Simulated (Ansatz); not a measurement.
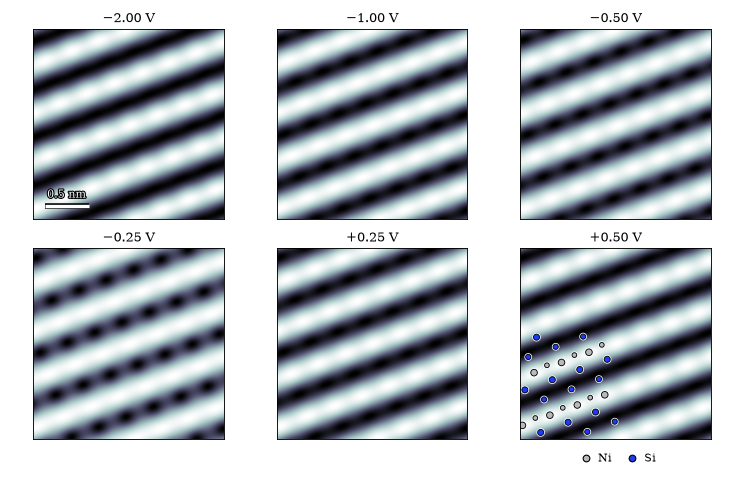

Constant-current images of SiNi(001) (Pnma bulk, 8 atomic planes (those closer than 0.6 Å count as one), 10 Å, SiNi-terminated) at 6 sample biases, each on its own colour scale; the last has the atoms seen from above drawn over one corner (deeper ones smaller).

Images follow the Tersoff–Hamann model: the current is the local density of the sample's states between the Fermi level and the bias, at the tip's centre. Bias windows are sharp sums over the levels of the k mesh.

The calculation used DFT PBE, scalar-relativistic, plane waves, PAW in Ansatz 0.2.0. Cutoff 420 eV, 18 × 12 k-points, Gaussian smearing 0.1 eV, dipole correction. The slab is a cut without reconstruction beyond its cell, at the source's lattice constants, with its lower half held fixed and the rest relaxed. No spin polarisation (the relaxation was started with spin and lost its moment; a magnetic state may still lie lower). The run couldn't confirm all of its levels under its output density. The run warns that the functional's potential is rough in the thin density of the vacuum, where the tip is; weak contrasts and barriers may feel it.

Input file:

```yaml
crystal:
  lattice:
    - [3.3381, 0.0, 0.0]
    - [0.0, 5.1731, 0.0]
    - [0.0, 0.0, 27.5094118908]
  atoms:
    - { symbol: Ni, position: [0.75, 0.50779, 0.3089851587] }
    - { symbol: Si, position: [0.25, 0.82128, 0.3303824426] }
    - { symbol: Si, position: [0.75, 0.17872, 0.3640003383] }
    - { symbol: Ni, position: [0.25, 0.49221, 0.3853976222] }
    - { symbol: Ni, position: [0.25, 0.99221, 0.4108575686] }
    - { symbol: Si, position: [0.75, 0.67872, 0.4322548524] }
    - { symbol: Si, position: [0.25, 0.32128, 0.4658727481] }
    - { symbol: Ni, position: [0.75, 0.00779, 0.4872700216] }
    - { symbol: Ni, position: [0.75, 0.5082952102, 0.5124179944] }
    - { symbol: Si, position: [0.25, 0.8216279524, 0.5349555527] }
    - { symbol: Si, position: [0.75, 0.1807021773, 0.568513323] }
    - { symbol: Ni, position: [0.25, 0.4934820025, 0.5902119191] }
    - { symbol: Ni, position: [0.25, 0.9924646899, 0.6147419448] }
    - { symbol: Si, position: [0.75, 0.6771041233, 0.6400405768] }
    - { symbol: Si, position: [0.25, 0.3318625444, 0.6711618979] }
    - { symbol: Ni, position: [0.75, 0.0456869461, 0.6836801443] }
basis:
  ecutwfc: 420.0
  fft_grid_basis: typed
kpoints:
  mp_grid: { grid: [18, 12, 1] }
hamiltonian:
  xc: pbe
  pseudopotentials: { kind: paw }
scf:
  occupations: { method: gaussian, width: 0.1 }
output:
  forces: true
  eigenvalues: true
  band_densities:
    - { e_range: [-2.0, -1.0] }
    - { e_range: [-1.0, -0.5] }
    - { e_range: [-0.5, -0.25] }
    - { e_range: [-0.25, 0.0] }
    - { e_range: [0.0, 0.25] }
    - { e_range: [0.25, 0.5] }
    - { e_range: [0.5, 1.0] }
    - { e_range: [1.0, 1.5] }
  band_residual_tolerance: 1.0e-05
  write_potential: true
  elf: true
  write_density: true
  volumetric_format: npy
efield:
  axis: 3
  dipole_correction: true
  ramp_width: 0.04
checkpoint:
  read: start.run
  write: ck
  compress: false
  write_wavefunctions: false
  write_every: 100000
```

Command:

```sh
ansatz run input.yaml --threads 4 --pin off --max-ram 8847MiB --backend cpu --events-out ev --progress --plain --runs-dir out
```

Cost without the relaxation before it: 4.3 min on 4 threads of AMD EPYC 7R43 64-Core Processor (Zen 3) (shared host), peak memory 2.9 GiB.

### How do the images change with bias?

```json
{"bias": "−2.00 V", "set point (e/Å³)": "6.1 × 10⁻⁶", "corrugation": "32 pm", "brightest over": "top Ni atoms"}
{"bias": "−1.00 V", "set point (e/Å³)": "2.7 × 10⁻⁶", "corrugation": "36 pm", "brightest over": "top Ni atoms"}
{"bias": "−0.50 V", "set point (e/Å³)": "1.3 × 10⁻⁶", "corrugation": "47 pm", "brightest over": "top Ni atoms"}
{"bias": "−0.25 V", "set point (e/Å³)": "6.5 × 10⁻⁷", "corrugation": "56 pm", "brightest over": "top Ni atoms"}
{"bias": "+0.25 V", "set point (e/Å³)": "2.2 × 10⁻⁶", "corrugation": "37 pm", "brightest over": "top Ni atoms"}
{"bias": "+0.50 V", "set point (e/Å³)": "4.9 × 10⁻⁶", "corrugation": "44 pm", "brightest over": "top Ni atoms"}
```

The slab has states at the Fermi level, so this model gives a current down to small biases. Its work function (top face) is 4.33 eV.
